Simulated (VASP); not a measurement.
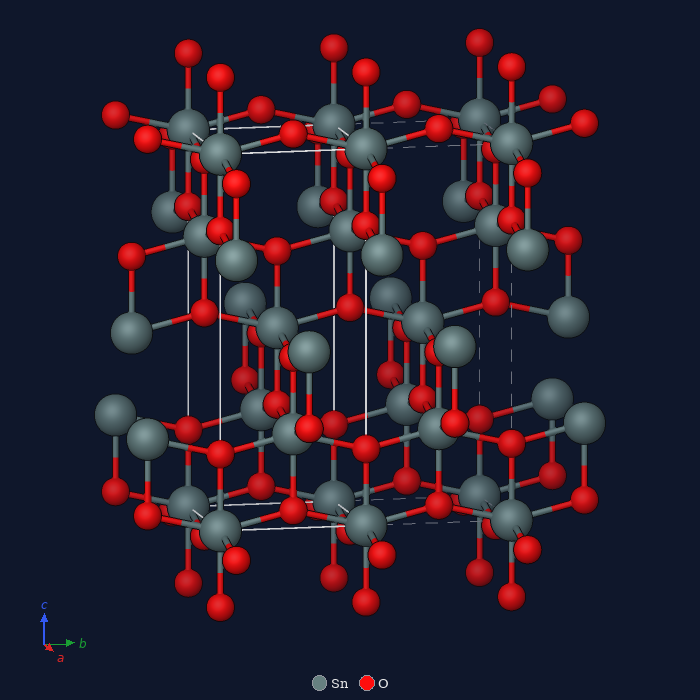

SnO₂ (space group I4_1/amd, No. 141). Coordinates: a cell listed in the Materials Project, as set up for an electronic-structure calculation.

Bonds are taken as O–Sn below 2.3 Å. Atoms with one bond or none are removed and atoms with two bonds are replaced by edges, until no such atom is left.

**What kind of net remains, and which atoms are its nodes?**

A binodal (3,6)-connected, three-periodic net: O is a 3-connected node; Sn is a 6-connected node, in the ratio 2:1.

**Name the underlying net.**

It is the ant net, known from anatase.

**Is the net interpenetrated?**

It is a single net, without interpenetration.

**Give the first four terms of the coordination sequence (nodes one, two, three … edges away).**

O: 3, 13, 16, 54; Sn: 6, 8, 32, 28.

The simplified net, drawn on the atoms' positions. Nodes are coloured by element. Short stubs are edges that leave the cut-out.

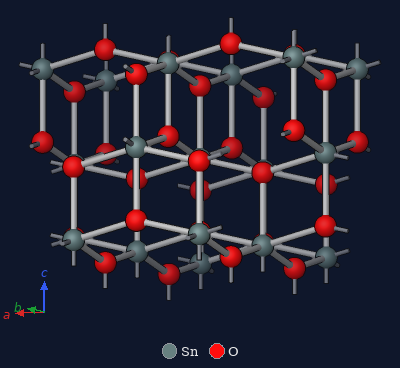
